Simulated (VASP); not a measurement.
Geometry relaxation of Rh (part 1 of 2)

- system: Rh (1 atom in the cell)
- method: Kohn-Sham DFT of a periodic cell, PBEsol, VASP PAW PBE potentials, recommended, no spin polarisation (VASP 6.6.1)

The structure derives from an entry of the Crystallography Open Database.

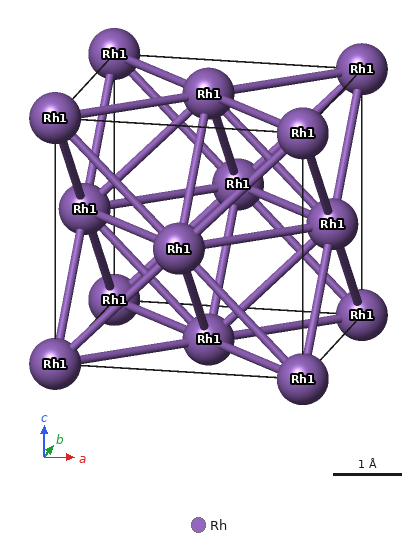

*The starting structure (ball-and-stick view of the cell 4 times as large as that of the calculation, set on its symmetry axes, seen slightly off an axis; atoms are numbered from 1 in the order of the input).*

Near neighbours in the crystal (not all of them lie inside the picture): Rh has 12 Rh at 2.68 Å.

**INCAR**
```
PREC = Accurate ; ENCUT = 600
EDIFF = 1E-6 ; ISMEAR = 1
SIGMA = 0.1 ; LREAL = False
LASPH = True ; NELM = 80
ALGO = Normal ; ISIF = 3
LWAVE = False ; LCHARG = False
GGA = PS ; IBRION = 2
NSW = 90 ; EDIFFG = -0.01
```

**KPOINTS**
```
Automatic mesh
0
Gamma
  16 16 16
```

**POSCAR**
```
Rh
1.0
    0.0000000000      1.8978500000      1.8978500000
    1.8978500000      0.0000000000      1.8978500000
    1.8978500000      1.8978500000      0.0000000000
Rh
1
Direct
    0.0000000000      0.0000000000      0.0000000000
```

Run on 1 thread of Intel Xeon @ 2.50GHz (Skylake/Cascade Lake), 128 GiB of memory available, shared host.

Launch command:
```bash
cat potpaw_PBE.64/Rh_pv/POTCAR > POTCAR
mpirun -np 1 vasp_std > vasp.out
```

**OSZICAR**
```
N       E                     dE             d eps       ncg     rms          rms(c)
DAV:   1     0.124594056500E+03    0.12459E+03   -0.10167E+04  3190   0.162E+03
DAV:   2    -0.715089946875E+01   -0.13174E+03   -0.12628E+03  3259   0.410E+02
DAV:   3    -0.875895279868E+01   -0.16081E+01   -0.15921E+01  3697   0.513E+01
DAV:   4    -0.876840799704E+01   -0.94552E-02   -0.94531E-02  3471   0.406E+00
DAV:   5    -0.876855809164E+01   -0.15009E-03   -0.15009E-03  3612   0.479E-01    0.112E+01
DAV:   6    -0.816144817825E+01    0.60711E+00   -0.14362E+00  3313   0.177E+01    0.344E+00
DAV:   7    -0.813996644357E+01    0.21482E-01   -0.27857E-02  3697   0.214E+00    0.161E+00
DAV:   8    -0.813540033827E+01    0.45661E-02   -0.55737E-03  3313   0.123E+00    0.238E-01
DAV:   9    -0.813512841820E+01    0.27192E-03   -0.34362E-04  3598   0.312E-01    0.270E-02
DAV:  10    -0.813513394751E+01   -0.55293E-05   -0.31596E-06  3534   0.229E-02    0.338E-03
DAV:  11    -0.813513389530E+01    0.52204E-07   -0.42542E-07  1922   0.966E-03
   1 F= -.81351339E+01 E0= -.81350593E+01  d E =-.813513E+01
       N       E                     dE             d eps       ncg     rms          rms(c)
DAV:   1    -0.876418465354E+01   -0.62905E+00   -0.95814E+00  3358   0.512E+01    0.674E+00
DAV:   2    -0.813146872200E+01    0.63272E+00   -0.14877E+00  3292   0.187E+01    0.100E+00
DAV:   3    -0.812140819408E+01    0.10061E-01   -0.30891E-02  3559   0.248E+00    0.638E-01
DAV:   4    -0.812248546582E+01   -0.10773E-02   -0.38575E-03  3379   0.889E-01    0.104E-01
DAV:   5    -0.812266404028E+01   -0.17857E-03   -0.17422E-04  3679   0.183E-01    0.237E-02
DAV:   6    -0.812263691246E+01    0.27128E-04   -0.73348E-06  3358   0.399E-02    0.374E-03
DAV:   7    -0.812263671004E+01    0.20242E-06   -0.41009E-07  2051   0.100E-02
   2 F= -.81226367E+01 E0= -.81225294E+01  d E =0.124972E-01
       N       E                     dE             d eps       ncg     rms          rms(c)
DAV:   1    -0.847627647211E+01   -0.35364E+00   -0.51649E+00  3340   0.385E+01    0.402E+00
DAV:   2    -0.813940561252E+01    0.33687E+00   -0.81591E-01  3295   0.137E+01    0.913E-01
DAV:   3    -0.813656008122E+01    0.28455E-02   -0.11498E-02  3562   0.147E+00    0.473E-01
DAV:   4    -0.813717059876E+01   -0.61052E-03   -0.20780E-03  3406   0.639E-01    0.576E-02
DAV:   5    -0.813722705624E+01   -0.56457E-04   -0.58848E-05  3682   0.104E-01    0.199E-02
DAV:   6    -0.813722070855E+01    0.63477E-05   -0.35471E-06  3253   0.295E-02    0.317E-03
DAV:   7    -0.813722043320E+01    0.27536E-06   -0.57799E-08  1844   0.346E-03
   3 F= -.81372204E+01 E0= -.81371377E+01  d E =-.208654E-02
```

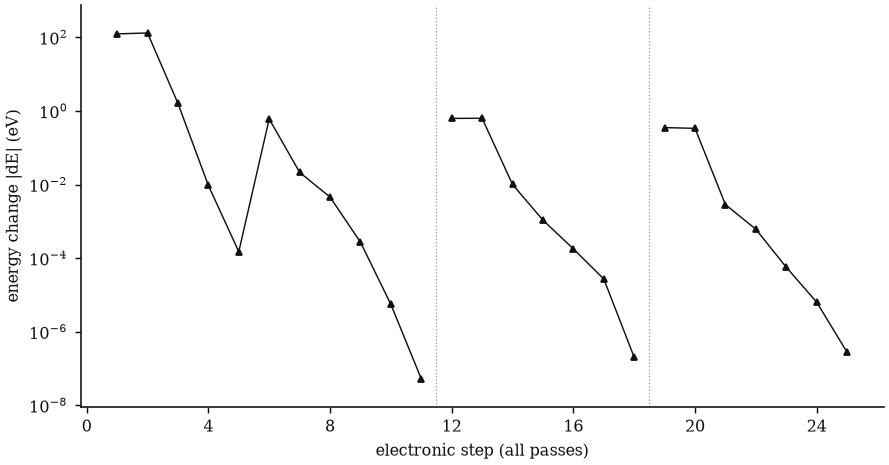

*Convergence of the self-consistent field: energy change |dE| against the electronic step. Each stretch between dotted lines is the SCF of one geometry step of a relaxation.*

The 3 ionic steps take 7 to 11 electronic steps each. The density is held fixed in the first few steps, and dE rises again when its update begins.

**Parts of OUTCAR**
```
PREC = Accurate
   ENCUT = 600
   EDIFF = 1E-6
   ISMEAR = 1
   LREAL = False
   LASPH = True
   NELM = 80
   ISIF = 3
   GGA = PS
   IBRION = 2
   NSW = 90
   EDIFFG = -0.01

 ion  position               nearest neighbor table
   1  0.000  0.000  0.000-

  LATTYP: Found a face centered cubic cell.
 ALAT       =     3.7957000000

  Lattice vectors:

 A1 = (   0.0000000000,   1.8978500000,   1.8978500000)
 A2 = (   1.8978500000,   0.0000000000,   1.8978500000)
 A3 = (   1.8978500000,   1.8978500000,   0.0000000000)

Analysis of symmetry for initial positions (statically):
=====================================================================
 Subroutine PRICEL returns:
 Original cell was already a primitive cell.

 Routine SETGRP: Setting up the symmetry group for a
 face centered cubic supercell.

 Subroutine GETGRP returns: Found 48 space group operations
 (whereof 48 operations were pure point group operations)
 out of a pool of 48 trial point group operations.

The static configuration has the point symmetry O_h .

Analysis of symmetry for dynamics (positions and initial velocities):
=====================================================================
 Subroutine PRICEL returns:
 Original cell was already a primitive cell.

 Routine SETGRP: Setting up the symmetry group for a
 face centered cubic supercell.

 Subroutine GETGRP returns: Found 48 space group operations
 (whereof 48 operations were pure point group operations)
 out of a pool of 48 trial point group operations.

The dynamic configuration has the point symmetry O_h .

 Subroutine INISYM returns: Found 48 space group operations
 (whereof 48 operations are pure point group operations),
 and found     1 'primitive' translations

----------------------------------------------------------------------------------------

                                     Primitive cell

  volume of cell :      13.6715

  direct lattice vectors                    reciprocal lattice vectors
     0.000000000  1.897850000  1.897850000    -0.263456016  0.263456016  0.263456016
     1.897850000  0.000000000  1.897850000     0.263456016 -0.263456016  0.263456016
     1.897850000  1.897850000  0.000000000     0.263456016  0.263456016 -0.263456016

  length of vectors
     2.683965209  2.683965209  2.683965209     0.456319205  0.456319205  0.456319205

  position of ions in fractional coordinates (direct lattice)
     0.000000000  0.000000000  0.000000000

  ion indices of the primitive-cell ions
   primitive index   ion index
                 1           1

----------------------------------------------------------------------------------------

 KPOINTS: Automatic mesh

Automatic generation of k-mesh.
 Grid dimensions read from file:
 generate k-points for:   16   16   16

 Generating k-lattice:

  Cartesian coordinates                     Fractional coordinates (reciprocal lattice)
    -0.016466001  0.016466001  0.016466001     0.062500000  0.000000000  0.000000000
     0.016466001 -0.016466001  0.016466001     0.000000000  0.062500000  0.000000000
     0.016466001  0.016466001 -0.016466001     0.000000000  0.000000000  0.062500000

  Length of vectors
     0.028519950  0.028519950  0.028519950

  Shift w.r.t. Gamma in fractional coordinates (k-lattice)
     0.000000000  0.000000000  0.000000000

 Subroutine IBZKPT returns following result:
 ===========================================

 Found    145 irreducible k-points:

 Following reciprocal coordinates:
            Coordinates               Weight
  0.000000  0.000000  0.000000      1.000000
  0.062500  0.000000  0.000000      8.000000
  0.125000  0.000000  0.000000      8.000000
  0.187500  0.000000  0.000000      8.000000
  0.250000  0.000000  0.000000      8.000000
  0.312500  0.000000  0.000000      8.000000
  0.375000  0.000000  0.000000      8.000000
  0.437500  0.000000  0.000000      8.000000
  0.500000  0.000000  0.000000      4.000000
  0.062500  0.062500  0.000000      6.000000
  0.125000  0.062500  0.000000     24.000000
  0.187500  0.062500  0.000000     24.000000
  0.250000  0.062500  0.000000     24.000000
  0.312500  0.062500  0.000000     24.000000
  0.375000  0.062500  0.000000     24.000000
  0.437500  0.062500  0.000000     24.000000
  0.500000  0.062500  0.000000     24.000000
 -0.437500  0.062500  0.000000     24.000000
 -0.375000  0.062500  0.000000     24.000000
 -0.312500  0.062500  0.000000     24.000000
 -0.250000  0.062500  0.000000     24.000000
 -0.187500  0.062500  0.000000     24.000000
 -0.125000  0.062500  0.000000     24.000000
 -0.062500  0.062500  0.000000     12.000000
 [... further k-points ...]
   k-points           NKPTS =    145   k-points in BZ     NKDIM =    145   number of bands    NBANDS=     11
   number of dos      NEDOS =    301   number of ions     NIONS =      1
   total plane-waves  NPLWV =  13824
   dimension x,y,z NGX =    24 NGY =   24 NGZ =   24
   dimension x,y,z NGXF=    48 NGYF=   48 NGZF=   48
   ions per type =               1
   NGX,Y,Z   is equivalent  to a cutoff of  14.87, 14.87, 14.87 a.u.
   NGXF,Y,Z  is equivalent  to a cutoff of  29.73, 29.73, 29.73 a.u.
 SYSTEM =  unknown system
   PREC   = accura    normal or accurate (medium, high low for compatibility)
   ISTART =      0    job   : 0-new  1-cont  2-samecut
   ICHARG =      2    charge: 1-file 2-atom 10-const
   ISPIN  =      1    spin polarized calculation?
   LNONCOLLINEAR =      F non collinear calculations
   LSORBIT =      F    spin-orbit coupling
   LASPH  =      T    aspherical Exc in radial PAW
   ENCUT  =  600.0 eV  44.10 Ry    6.64 a.u.   5.36  5.36  5.36*2*pi/ulx,y,z
   NELM   =     80;   NELMIN=  2; NELMDL= -5     # of ELM steps
   EDIFF  = 0.1E-05   stopping-criterion for ELM
   LREAL  =      F    real-space projection
   EDIFFG = -.1E-01   stopping-criterion for IOM
   NSW    =     90    number of steps for IOM
   IBRION =      2    ionic relax: 0-MD 1-quasi-New 2-CG
   NFREE  =      1    steps in history (QN), initial steepest desc. (CG)
   ISIF   =      3    stress and relaxation
   ISYM   =      2    0-nonsym 1-usesym 2-fastsym
   POTIM  = 0.5000    time-step for ionic-motion
   TEBEG  =    0.0;   TEEND  =   0.0 temperature during run
   PSTRESS=    0.0 pullay stress
   NELECT =      15.0000    total number of electrons
   NUPDOWN=      -1.0000    fix difference up-down
   EMIN   =  10.00;   EMAX   =-10.00  energy-range for DOS
   EFERMI =   0.00;   METHOD = LEGACY
   ISMEAR =     1;   SIGMA  =   0.10  broadening in eV -4-tet -1-fermi 0-gaus
   EFERMI_NEDOS =   21; number of points for ismear=-14 and -15
   IALGO  =     38    algorithm
   IMIX   =      4    mixing-type and parameters
     AMIX     =   0.40;   BMIX     =  1.00
     AMIX_MAG =   1.60;   BMIX_MAG =  1.00
  volume/ion in A,a.u.               =      13.67        92.26
  Fermi-wavevector in a.u.,A,eV,Ry     =   1.688496  3.190795 38.790465  2.851019
  Thomas-Fermi vector in A             =   2.770792
   LORBIT       =      0    0 simple, 1 ext, 2 COOP (PROOUT), +10 PAW based schemes
   GGA     = PS    functional components
   LHFCALC =     F    Hartree Fock is set to
   AEXX    =    0.0000 exact exchange contribution
   IVDW    =     0    specifies the selected vdW correction
   LEPSILON=     F    determine dielectric tensor
   LRPA    =     F    only Hartree local field effects (RPA)
 conjugate gradient relaxation of ions
 non-spin polarized calculation
 Methfessel and Paxton  Order N= 1 SIGMA  =   0.10
  energy-cutoff  :      600.00
  volume of cell :       13.67
 maximum number of plane-waves:       469
 NGX is ok and might be reduce to    24
   NGX = 11   NGY = 11   NGZ = 11

--------------------------------------- Ionic step        1  -------------------------------------------

 number of electron      15.0000002 magnetization
```
